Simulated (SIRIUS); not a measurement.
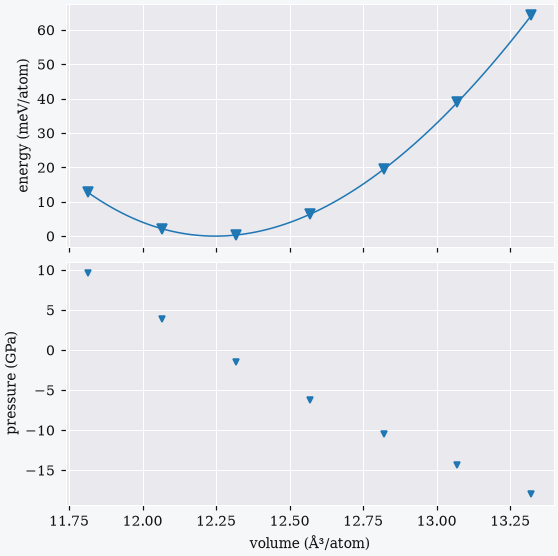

The picture above shows the energy and pressure against volume for HfC, space group Fm-3m (No. 225).

Starting cell:
```
CELL_PARAMETERS angstrom
0.00000 2.32500 2.32500
2.32500 0.00000 2.32500
2.32500 2.32500 0.00000
ATOMIC_POSITIONS crystal
Hf 0.50000 0.50000 0.50000
C 0.00000 0.00000 0.00000
```

Method: plane-wave DFT, no spin polarisation; energies at scaled volumes of the given cell, shape and fractions fixed, counted from the fit's minimum, third-order Birch-Murnaghan fit (SIRIUS 7.10.0). Level: PBEsol.

```json
{"setting": "k mesh", "value": "10×10×10"}
{"setting": "occupations", "value": "Fermi–Dirac"}
{"setting": "smearing width", "value": "0.05 eV"}
{"setting": "potentials", "value": "dojo sr pbesol 0.4.1 standard"}
{"setting": "wave cutoff", "value": "1127 eV"}
{"setting": "density cutoff", "value": "4507 eV"}
```

Q: How stiff is the solid, and where is its volume at rest?

A: A third-order Birch–Murnaghan fit gives V0 = 12.25 Å³/atom, B0 = 251 GPa and B′ = 4.0.

Q: Read off the course of the pressure.

A: It falls from 9.66 GPa at volume 11.81 Å³/atom to −17.90 GPa at 13.32 Å³/atom, and changes sign near 12.25 Å³/atom.
